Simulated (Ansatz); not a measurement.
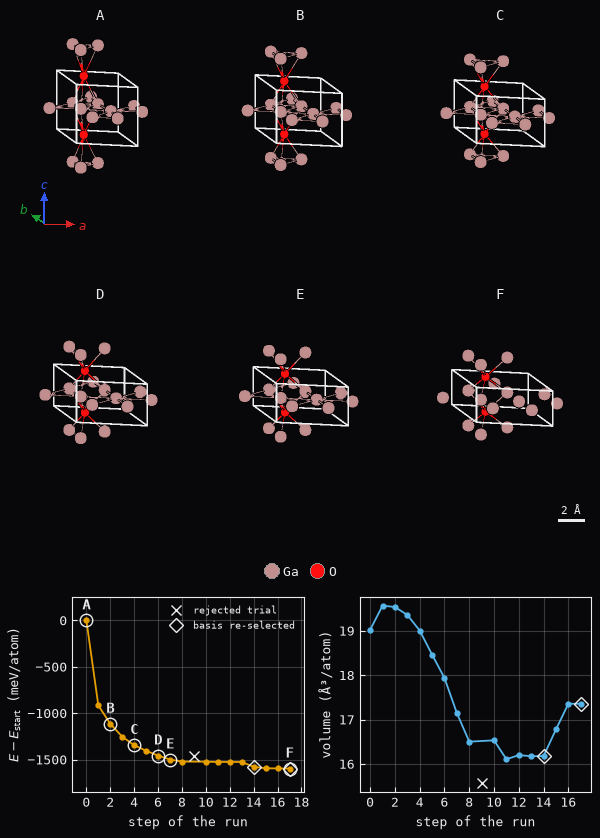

Frames of a relaxation of a crystal of Ga4O (a generated structure, set up in P-6m2) (coarse preliminary run), marked on the history of the run. Style: ball-and-stick. Shown: the cell of the calculation, slightly off an axis.

Theory: Ansatz, DFT PBE, scalar-relativistic, plane waves, PAW. (plane-wave cutoff 420 eV; k-point mesh 6 × 6 × 4; occupations gaussian; smearing width 0.1 eV; no spin polarisation; cell and atoms relaxed; force threshold 0.04 eV/Å; at most 70 steps)

Q: What happens along the run?

A: The largest moves relative to the cell, 0.35 Å, are those of Ga atoms. O stays in place. The drawn cell changes as follows: a = b 4.842 → 6.005 Å (+24.0 %), c 4.684 → 2.779 Å (−40.7 %); the volume changes by −8.8 %. Some distances before and after: Ga–Ga 1.992 → 3.076 Å, Ga–Ga 2.434 → 3.003 Å, Ga–O 2.609 → 2.255 Å. The space group stays P-6m2 (No. 187). After 14 accepted moves (17 points after the start) the energy has fallen by 1597 meV per atom. Largest force component: 12 eV/Å at the start, 0.015 eV/Å at the end. Pressure: 29.09 GPa at the start and −0.09 GPa at the end. The line search rejected the trial step at point 9 of the run. The SCF was repeated twice at an unchanged geometry on a basis and grid sized afresh for the cell, which shifted the energy by 52.0 meV per atom at most. Cost: 4.7 min on 1 thread of Intel(R) Xeon(R) Processor @ 2.50GHz (Skylake/Cascade Lake) (shared host), peak memory 0.39 GiB. From step 0 to 2: Ga atoms move most (0.17 Å), volume +2.7 %, energy −1114 meV per atom. From step 2 to 4: Ga atoms move most (0.06 Å), volume −2.7 %, energy −230 meV per atom. From step 4 to 6: Ga atoms move most (0.04 Å), volume −5.6 %, energy −113 meV per atom. From step 6 to 7: Ga atoms move most (0.03 Å), volume −4.4 %, energy −42.4 meV per atom. From step 7 to 17: Ga atoms move most (0.02 Å), volume +1.2 %, energy −98.1 meV per atom.

Limits of the set-up: layers or molecules are held without a dispersion correction, so their spacing is unreliable.
